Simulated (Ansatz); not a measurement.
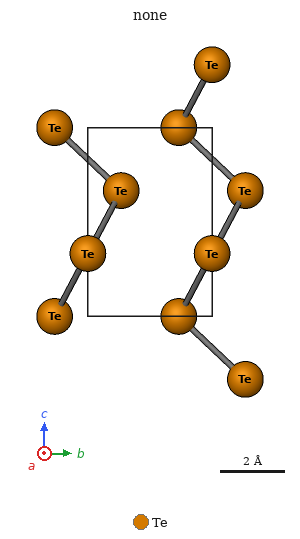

Solid Te (set up in P3_121), relaxed (cell and atoms) with several dispersion corrections. The picture shows the result with none. Style: ball-and-stick. Shown: the cell of the calculation, along the a axis.

Computed with Ansatz 0.2.0: PBE, Ansatz PAW. Settings: plane-wave cutoff 420 eV; k-point mesh 7 × 7 × 5; occupations fermi-dirac; smearing width 0.05 eV; no spin polarisation; cell and atoms relaxed; force threshold 0.01 eV/Å.

```
dispersion correction  volume (Å³/atom)  a (Å)  c (Å)
                 none            35.145  4.522  5.954
               D3(BJ)            32.159  4.322  5.963
                   D4            32.087  4.317  5.964
           D3(BJ)-ATM                 ?      ?      ?
```

### Estimate the missing row from the others, and compare with the calculation.

With D3(BJ)-ATM the volume falls between D3(BJ) (32.159) and none (35.145). The calculation gives 32.357 Å³/atom (a = 4.336 Å, c = 5.962 Å). In order of volume: D4 < D3(BJ) < D3(BJ)-ATM < none; the spread is 9.5 %.

Each member starts from this one structure; whether another phase lies lower wasn't checked.
